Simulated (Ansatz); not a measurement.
Read the following structure.

```cif
data_structure
_symmetry_space_group_name_H-M 'P 63/m m c'
_symmetry_Int_Tables_number 194
_cell_length_a 3.0971
_cell_length_b 3.0971
_cell_length_c 5.2625
_cell_angle_alpha 90.000
_cell_angle_beta 90.000
_cell_angle_gamma 120.000
_cell_volume 43.72
loop_
_atom_site_label
_atom_site_type_symbol
_atom_site_symmetry_multiplicity
_atom_site_Wyckoff_symbol
_atom_site_fract_x
_atom_site_fract_y
_atom_site_fract_z
_atom_site_occupancy
Hf1 Hf 2 c 0.66667 0.33333 0.75000 1
N1 N 2 a 0.00000 0.00000 0.00000 1
```

Question: Interpret the file: composition, symmetry and coordination.

Answer: The structure is one of HfN. The symmetry is that of P6_3/mmc (No. 194), on a primitive hexagonal lattice. It adopts the structure known as anti-NiAs type. With Z = 2, the cell contains 2 Hf, 2 N. By contacts within bonding range, the coordination numbers are Hf 18 and N 6.

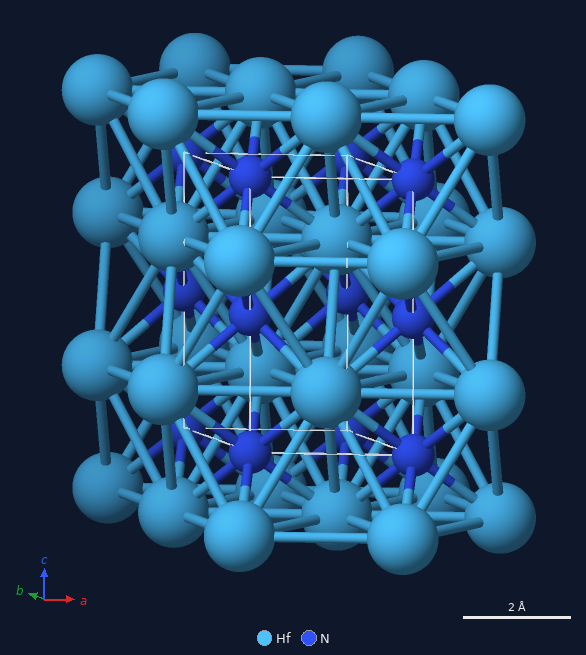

Crystal structure, ball-and-stick style, seen slightly off an axis. One conventional unit cell is framed, with atoms on its boundary repeated. The first bonded neighbours in the surrounding cells are also shown.

Origin of the cell: a structure listed in the Materials Project. The cell was then strained or its atoms displaced on purpose. It went into a calculation with Ansatz.

At this level of theory the run's own cell isn't at rest (compressed, at 19 GPa), so its distances can differ from those at equilibrium, the more so the softer the solid.
